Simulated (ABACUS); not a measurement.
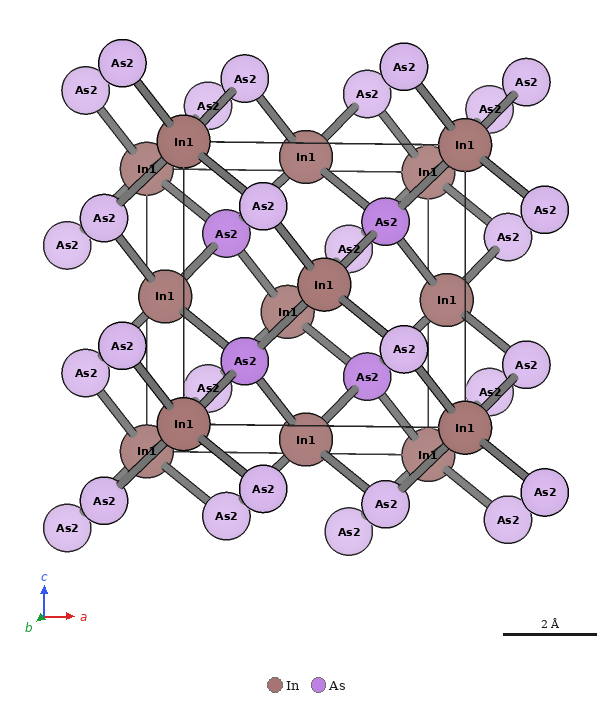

**Figure 1.** The structure as given in the input (ball-and-stick view of the cell 4 times as large as that of the calculation, set on its symmetry axes, seen at an oblique angle; neighbours outside the cell are drawn fainter; atoms are numbered from 1 in the order of the input).

Run report: InAs, single-point calculation at one volume of an equation of state (part 1 of 2)

System: InAs (2 atoms in the cell).
Method: Kohn-Sham DFT of a periodic cell, PBE, PseudoDojo NC SR 0.4.1 PBE standard, no spin polarisation (ABACUS 3.10.1).

The structure derives from an entry of the Crystallography Open Database. It belongs to a series of runs on one base structure; here: volume scaled by 1.06.

Output
```
ABACUS v3.10.1

               Atomic-orbital Based Ab-initio Computation at UStc

 ------------------------------------------------------------------------------------

 READING GENERAL INFORMATION
                           global_out_dir = OUT.InAs/
                           global_in_card = INPUT
                               pseudo_dir = ./
                              orbital_dir = ./
                                    DSIZE = 4
                                    GSIZE = 1

 READING UNITCELL INFORMATION
                                    ntype = 2
                  lattice constant (Bohr) = 1.88973
              lattice constant (Angstrom) = 1

 READING ATOM TYPE 1
                               atom label = In
                      L=0, number of zeta = 2
                      L=1, number of zeta = 2
                      L=2, number of zeta = 2
             number of atom for this type = 1

 READING ATOM TYPE 2
                               atom label = As
                      L=0, number of zeta = 2
                      L=1, number of zeta = 2
                      L=2, number of zeta = 2
             number of atom for this type = 1

                        TOTAL ATOM NUMBER = 2
DIRECT COORDINATES
    atom                   x                   y                   z     mag                  vx                  vy                  vz
taud_In1            0.0000000000        0.0000000000        0.0000000000  0.0000        0.0000000000        0.0000000000        0.0000000000
taud_As1            0.7500000000        0.7500000000        0.7500000000  0.0000        0.0000000000        0.0000000000        0.0000000000

                          Volume (Bohr^3) = 393.269
                             Volume (A^3) = 58.2764

 Lattice vectors: (Cartesian coordinate: in unit of a_0)
                   +0            +3.07719            +3.07719
             +3.07719                  +0            +3.07719
             +3.07719            +3.07719                  +0
 Reciprocal vectors: (Cartesian coordinate: in unit of 2 pi/a_0)
            -0.162486           +0.162486           +0.162486
            +0.162486           -0.162486           +0.162486
            +0.162486           +0.162486           -0.162486
 The esolver type has been set to : ksdft_lcao

                PAO radial cut off (Bohr) = 10

 Read in pseudopotential file is In.upf
                     pseudopotential type = NC
          exchange-correlation functional = PBE
                 nonlocal core correction = 1
                        valence electrons = 13
                                     lmax = 2
                           number of zeta = 3
                     number of projectors = 6
                           L of projector = 0
                           L of projector = 0
                           L of projector = 1
                           L of projector = 1
                           L of projector = 2
                           L of projector = 2
                PAO radial cut off (Bohr) = 10

 Read in pseudopotential file is As.upf
                     pseudopotential type = NC
          exchange-correlation functional = PBE
                 nonlocal core correction = 1
                        valence electrons = 15
                                     lmax = 2
                           number of zeta = 3
                     number of projectors = 6
                           L of projector = 0
                           L of projector = 0
                           L of projector = 1
                           L of projector = 1
                           L of projector = 2
                           L of projector = 2
     initial pseudo atomic orbital number = 18

 SETUP THE ELECTRONS NUMBER
            electron number of element In = 13
      total electron number of element In = 13
            electron number of element As = 15
      total electron number of element As = 15
            AUTOSET number of electrons:  = 28
                           occupied bands = 14
                                   NLOCAL = 36
                                   NBANDS = 18
                                   NBANDS = 18
                                   NLOCAL = 36

%%%%%%%%%%%%%%%%%%%%%%%%%%%%%%%%%%%%%%%%%%%%%%%%%%%%%%%%%%%%%%%%%%%%%%%%%%%%%%%%%%%%%%%%%%%%%%%%%%%%%%%%%%
 Warning: the number of valence electrons in pseudopotential > 3 for In: [Kr] 4d10 5s2 5p1
 Warning: the number of valence electrons in pseudopotential > 5 for As: [Ar] 3d10 4s2 4p3
 Pseudopotentials with additional electrons can yield (more) accurate outcomes, but may be less efficient.
 If you're confident that your chosen pseudopotential is appropriate, you can safely ignore this warning.
%%%%%%%%%%%%%%%%%%%%%%%%%%%%%%%%%%%%%%%%%%%%%%%%%%%%%%%%%%%%%%%%%%%%%%%%%%%%%%%%%%%%%%%%%%%%%%%%%%%%%%%%%%

 SETUP THE PLANE WAVE BASIS
 energy cutoff for charge/potential (unit:Ry) = 400
            fft grid for charge/potential = [ 54, 54, 54 ]
                        fft grid division = [ 2, 2, 2 ]
        big fft grid for charge/potential = [ 27, 27, 27 ]
                                     nbxx = 5103
                                     nrxx = 40824

 SETUP PLANE WAVES FOR CHARGE/POTENTIAL
                    number of plane waves = 53089
                         number of sticks = 1879

 PARALLEL PW FOR CHARGE/POTENTIAL
     PROC   COLUMNS(POT)             PW
        1            470          13273
        2            469          13272
        3            471          13272
        4            469          13272
 --------------- sum -------------------
        4           1879          53089
                            number of |g| = 459
                                  max |g| = 36.1174
                                  min |g| = 0.0792049

----------- Double Check Mixing Parameters Begin ------------
mixing_type: broyden
mixing_beta: 0.7
mixing_gg0: 1
mixing_gg0_min: 0.1
mixing_ndim: 8
----------- Double Check Mixing Parameters End ------------

 LATTICE VECTORS: (CARTESIAN COORDINATE: IN UNIT OF A0)
                   +0            +3.07719            +3.07719
             +3.07719                  +0            +3.07719
             +3.07719            +3.07719                  +0
                       right hand lattice = 1
                                   NORM_A = 4.35181
                                   NORM_B = 4.35181
                                   NORM_C = 4.35181
                           ALPHA (DEGREE) = 60
                           BETA  (DEGREE) = 60
                           GAMMA (DEGREE) = 60

 The lattice vectors have been changed (STRU_SIMPLE.cif)

(for optimal symmetric configuration:)
                             BRAVAIS TYPE = 3
                     BRAVAIS LATTICE NAME = 03. Cubic F (face-centered)
                                    ibrav = 3
                                    IBRAV = 3
                                  BRAVAIS = FACE CENTERED CUBIC
                       LATTICE CONSTANT A = 6.15438
Original cell was already a primitive cell.
                        ROTATION MATRICES = 48
              PURE POINT GROUP OPERATIONS = 24
                   SPACE GROUP OPERATIONS = 24
                                       C2 = 3
                                       C3 = 8
                                       C4 = 0
                                       C6 = 0
                                       S1 = 6
                                       S3 = 0
                                       S4 = 6
                                       S6 = 0
                              POINT GROUP = T_d
                                       C2 = 3
                                       C3 = 8
                                       C4 = 0
                                       C6 = 0
                                       S1 = 6
                                       S3 = 0
                                       S4 = 6
                                       S6 = 0
               POINT GROUP IN SPACE GROUP = T_d

 SETUP K-POINTS
                                    nspin = 1
                   Input type of k points = Monkhorst-Pack(Gamma)
                                   nkstot = 343
                       right hand lattice = 1
(for reciprocal lattice: )
                             BRAVAIS TYPE = 2
                     BRAVAIS LATTICE NAME = 02. Cubic I (body-centered)
                                    ibrav = 2
                       right hand lattice = 1
(for k-lattice: )
                             BRAVAIS TYPE = 2
                     BRAVAIS LATTICE NAME = 02. Cubic I (body-centered)
                                    ibrav = 2
                       right hand lattice = 1
                        ROTATION MATRICES = 48
                               nkstot_ibz = 20
K-POINTS REDUCTION ACCORDING TO SYMMETRY
     IBZ    DIRECT_X    DIRECT_Y    DIRECT_Z  WEIGHT  ibz2bz
       1  0.00000000  0.00000000  0.00000000  0.0029       0
       2  0.14285714  0.14285714  0.14285714  0.0233       1
       3  0.28571429  0.28571429  0.28571429  0.0233       2
       4  0.42857143  0.42857143  0.42857143  0.0233       3
       5  0.14285714  0.14285714  0.00000000  0.0175       8
       6  0.28571429  0.14285714  0.28571429  0.0700       9
       7  0.42857143  0.28571429  0.42857143  0.0700      10
       8 -0.42857143  0.42857143  0.42857143  0.0700      11
       9  0.42857143  0.28571429  0.28571429  0.0700      12
      10  0.28571429  0.14285714  0.14285714  0.0350      13
      11  0.28571429  0.28571429  0.00000000  0.0175      16
      12  0.42857143  0.42857143  0.14285714  0.0700      17
      13 -0.28571429  0.42857143  0.42857143  0.0700      18
      14 -0.42857143  0.28571429  0.28571429  0.0350      19
      15  0.42857143  0.42857143  0.00000000  0.0175      24
      16 -0.14285714  0.42857143  0.42857143  0.0350      25
      17  0.42857143  0.28571429  0.14285714  0.0700      66
      18 -0.42857143  0.42857143  0.28571429  0.1399      67
      19 -0.42857143  0.42857143  0.14285714  0.0700      74
      20 -0.28571429  0.42857143  0.28571429  0.0700      75

                               nkstot now = 20
[... K-POINTS DIRECT COORDINATES: 20 rows ...]

           k-point number in this process = 20
       minimum distributed K point number = 20
[... stars of the k points ...]

[... K-POINTS CARTESIAN COORDINATES: 20 rows ...]

[... K-POINTS DIRECT COORDINATES: 20 rows ...]

 SETUP PLANE WAVES FOR WAVE FUNCTIONS
     energy cutoff for wavefunc (unit:Ry) = 100
              fft grid for wave functions = [ 54, 54, 54 ]
                    number of plane waves = 8363
                         number of sticks = 547

 PARALLEL PW FOR WAVE FUNCTIONS
     PROC   COLUMNS(POT)             PW
        1            136           2090
        2            137           2091
        3            137           2091
        4            137           2091
 --------------- sum -------------------
        4            547           8363

 SET NONLOCAL PSEUDOPOTENTIAL PROJECTORS
 SET NONLOCAL PSEUDOPOTENTIAL PROJECTORS
 max number of nonlocal projetors among all species is 6

 -------------------------------------------
 SELF-CONSISTENT
 -------------------------------------------

 SETUP SEARCHING RADIUS FOR PROGRAM TO SEARCH ADJACENT ATOMS
                  longest orb rcut (Bohr) = 8
   longest nonlocal projector rcut (Bohr) = 2.42
                     search radius (Bohr) = 20.8
              searching radius is (Bohr)) = 20.8
         searching radius unit is (Bohr)) = 1.89
                         PeriodicBoundary = 1
                        Radius(unit:lat0) = 11
                                   glayer = [ 5, 5, 5 ]
                             glayer_minus = [ 4, 4, 4 ]

Find the coordinate range of the input atom(unit:lat0).
                                  min_tau = [ -24.6, -24.6, -24.6 ]
                                  max_tau = [ 29.2, 29.2, 29.2 ]
                                BoxNumber = [ 9, 9, 9 ]

 SETUP EXTENDED REAL SPACE GRID FOR GRID INTEGRATION
                          real space grid = [ 54, 54, 54 ]
                 big cell numbers in grid = [ 27, 27, 27 ]
             meshcell numbers in big cell = [ 2, 2, 2 ]
                        extended fft grid = [ 33, 33, 33 ]
                dimension of extened grid = [ 94, 94, 94 ]
                            UnitCellTotal = 125
              Atom number in sub-FFT-grid = 2
    Local orbitals number in sub-FFT-grid = 36
                                ParaV.nnr = 21870
                                 init_chg = atomic

 LCAO ALGORITHM --------------- ION=   1  ELEC=   1--------------------------------

 Density error is 0.0431602180598
----------------------------------------------------------
     Energy           Rydberg                 eV
----------------------------------------------------------
 E_KohnSham     -345.0421969578      -4694.5399290649
 E_Harris       -343.8577275420      -4678.4243959024
 E_Fermi        0.5101427650         6.9408483980
----------------------------------------------------------

 LCAO ALGORITHM --------------- ION=   1  ELEC=   2--------------------------------

 Density error is 0.0125498510143
----------------------------------------------------------
     Energy           Rydberg                 eV
----------------------------------------------------------
 E_KohnSham     -345.0570212429      -4694.7416238101
 E_Harris       -345.3112771662      -4698.2009531173
 E_Fermi        0.5515406753         7.5040958632
----------------------------------------------------------

 LCAO ALGORITHM --------------- ION=   1  ELEC=   3--------------------------------

 Density error is 0.00457400087736
----------------------------------------------------------
     Energy           Rydberg                 eV
----------------------------------------------------------
 E_KohnSham     -345.0580068747      -4694.7550340196
 E_Harris       -344.9410144593      -4693.1632705469
 E_Fermi        0.5451589778         7.4172684141
----------------------------------------------------------

 LCAO ALGORITHM --------------- ION=   1  ELEC=   4--------------------------------

 Density error is 0.000605753318141
----------------------------------------------------------
     Energy           Rydberg                 eV
----------------------------------------------------------
 E_KohnSham     -345.0580425098      -4694.7555188597
 E_Harris       -345.0364262220      -4694.4614141757
 E_Fermi        0.5485885254         7.4639298024
----------------------------------------------------------

 LCAO ALGORITHM --------------- ION=   1  ELEC=   5--------------------------------

 Density error is 0.000136614677662
```
